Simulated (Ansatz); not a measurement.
## Electronic structure of ZnO (slab) in real space

The calculation's input:

```
crystal:
  lattice:
    - [5.680217882, 0.0, 0.0]
    - [-2.840108941, 4.9192129848, 0.0]
    - [0.0, 0.0, 31.2934060018]
  atoms:
    - { symbol: O, position: [0.6671927129, 0.6661236885, 0.2496726596] }
    - { symbol: O, position: [0.3338572742, -0.0005451648, 0.2496632312] }
    - { symbol: O, position: [0.0005235663, 0.3327907111, 0.249139109] }
    - { symbol: Zn, position: [0.33341104, 0.3327816388, 0.2584413396] }
    - { symbol: Zn, position: [0.0005338423, 0.6656849353, 0.2584426424] }
    - { symbol: Zn, position: [0.6676309735, -9.59195e-05, 0.2584419734] }
    - { symbol: O, position: [0.3329659607, 0.3327386366, 0.3281887668] }
    - { symbol: O, position: [0.0005758582, 0.6651894407, 0.3281928095] }
    - { symbol: O, position: [0.6681272217, 0.0003475751, 0.3281912272] }
    - { symbol: Zn, position: [0.6672182006, 0.666087045, 0.3424737168] }
    - { symbol: Zn, position: [0.3338935188, -0.0005700734, 0.342491464] }
    - { symbol: Zn, position: [0.0005604408, 0.3327567725, 0.3433090789] }
    - { symbol: O, position: [0.6672856279, 0.6660153102, 0.4100356634] }
    - { symbol: O, position: [0.3339693623, -0.0006347812, 0.4100713822] }
    - { symbol: O, position: [0.0006325434, 0.3326906288, 0.4116725277] }
    - { symbol: Zn, position: [0.3367566323, 0.3327517575, 0.4264513937] }
    - { symbol: Zn, position: [0.0005678308, 0.668757536, 0.4264376428] }
    - { symbol: Zn, position: [0.6645710839, -0.0034398378, 0.4264425515] }
    - { symbol: O, position: [0.337511876, 0.3326740021, 0.4937645683] }
    - { symbol: O, position: [0.0006479664, 0.6693027266, 0.4937609802] }
    - { symbol: O, position: [0.6640600818, -0.0042164126, 0.4937600627] }
    - { symbol: Zn, position: [0.6674103159, 0.6658645719, 0.5139292029] }
    - { symbol: Zn, position: [0.3341330325, -0.0007528302, 0.5137358697] }
    - { symbol: Zn, position: [0.0007270265, 0.3325975181, 0.5075078682] }
basis:
  ecutwfc: 420
kpoints:
  mp_grid: { grid: [6, 6, 1] }
hamiltonian:
  xc: pbe
scf:
  occupations: { method: gaussian, width: 0.1 }
output:
  forces: true
  stress: true
  eigenvalues: true
  write_density: true
  write_potential: true
  elf: true
  volumetric_format: npy
efield:
  axis: 3
  dipole_correction: true
  ramp_width: 0.04
```

Run with:

```sh
ansatz run input.yaml --threads 8 --pin off --max-ram 20480MiB --backend cpu --events-out ev --progress --plain --runs-dir out
```

Not relaxed (largest force 1.0 eV/Å).

Level of theory: DFT PBE, scalar-relativistic, plane waves, PAW in Ansatz.

In a PAW calculation such maps are meaningful between the atoms, not at the nuclei.

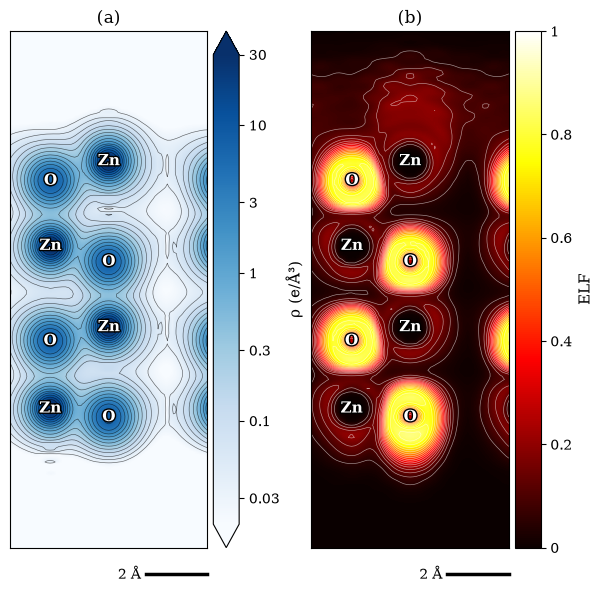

Figure 1. (a) valence pseudo-density; (b) electron localisation function on the (11̄0) plane of the calculation cell, a cut from vacuum to vacuum.

### Interpret the plot.

- The plane passes through O and Zn nuclei.
- Zn–O (1.91 Å): ρ is about 0.68 e/Å³ halfway; the ELF peaks at about 0.80 in the valence shell of O, 0.6 Å from its nucleus, and is about 0.30 at the midpoint: no shared electron pair shows on this line.
- Zn–O (1.95 Å): ρ at the midpoint is about 0.64 e/Å³; the ELF peaks at about 0.85 in the valence shell of O, 0.6 Å from its nucleus, and is about 0.25 at the midpoint (no localised pair shows between them).
- Zn–O (2.11 Å): ρ is about 0.44 e/Å³ halfway; the ELF peaks at about 0.85 in the valence shell of O, 0.6 Å from its nucleus, and is about 0.15 at the midpoint (no localised pair shows between them).
- Zn–O (2.18 Å): ρ is about 0.35 e/Å³ halfway; the ELF peaks at about 0.85 in the valence shell of O, 0.6 Å from its nucleus, and drops to about 0.15 between the two atoms; no localised pair shows between them.
- The density dies away to nearly zero in the vacuum.
- The ELF also peaks beside O, away from the bonds: lone-pair regions.

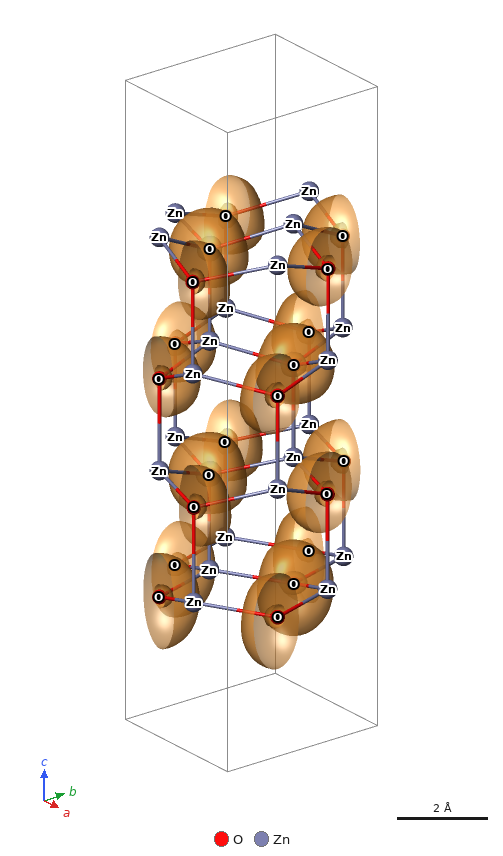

Figure 2. Isosurface of the electron localisation function at 0.6 (orange), seen slightly off an axis. Only the valence region is drawn (cores and ρ < 0.01 e/Å³ removed). Sticks mark near contacts.

### What do the ELF domains correspond to?

The ELF exceeds this value in twelve regions wrapped around O (the valence shell of each), counted in one cell of 24 atoms. Counts are for one cell; the picture repeats the cell along the surface.

### Does the calculation make it a metal, or give it a gap?

It is gapless in this calculation (a metal or semimetal).
